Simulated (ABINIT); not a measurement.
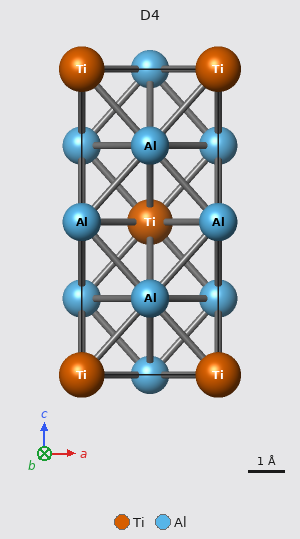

A crystal of TiAl$_{3}$ (set up in I4/mmm), relaxed (cell and atoms) with several dispersion corrections. The picture shows the result with D4. The picture is a ball-and-stick view of the conventional cell (2 times the calculation's cell), seen along the b axis. Lengths and directions refer to the drawn axes.

Computed with ABINIT 10.8.3: PBE, JTH PAW PBE v2.0. Set-up: plane-wave cutoff 408.2 eV; k-point mesh 6 × 6 × 6; occupations fermi-dirac; smearing width 0.05 eV; optimiser BFGS; force threshold 0.02 eV/Å; no spin polarisation.

```tsv
dispersion correction	volume (Å³/atom)	a (Å)	c (Å)
D3(BJ)	?	?	?
D4	15.477	3.809	8.535
D3	15.459	3.808	8.527
none	15.944	3.847	8.621
```

One row is withheld. What does the calculation give there?

Answer. With D3(BJ) the volume is the smallest of the series, below D3 (15.459). The calculation gives 15.302 Å³/atom (a = 3.794 Å, c = 8.502 Å). In order of volume: D3(BJ) < D3 < D4 < none; the spread is 4.2 %.

Each member starts from this one structure; whether another phase lies lower wasn't checked.
